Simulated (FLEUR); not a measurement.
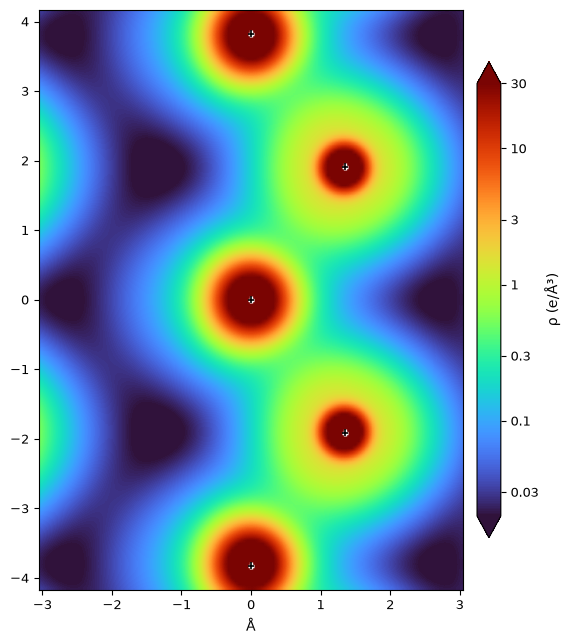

The total electron density on a plane through atoms (crosses mark nuclei in the plane).

These are results of FLEUR, Kohn-Sham DFT of a periodic cell, WC, all-electron, not measurements.

Candidates:
A. ZnS, a = 5.40 Å, b = 5.40 Å, c = 5.40 Å, α = 90.00°, β = 90.00°, γ = 90.00°. Space group F-43m.
B. Ta, a = 3.30 Å, b = 3.30 Å, c = 3.30 Å, α = 90.00°, β = 90.00°, γ = 90.00°. Space group Im-3m.

Question: Which system is this?

Answer: Candidate A: ZnS on the (101) plane of the conventional cell, which holds Zn and S. Zn–S (2.34 Å): ρ at the midpoint is about 0.51 e/Å³.
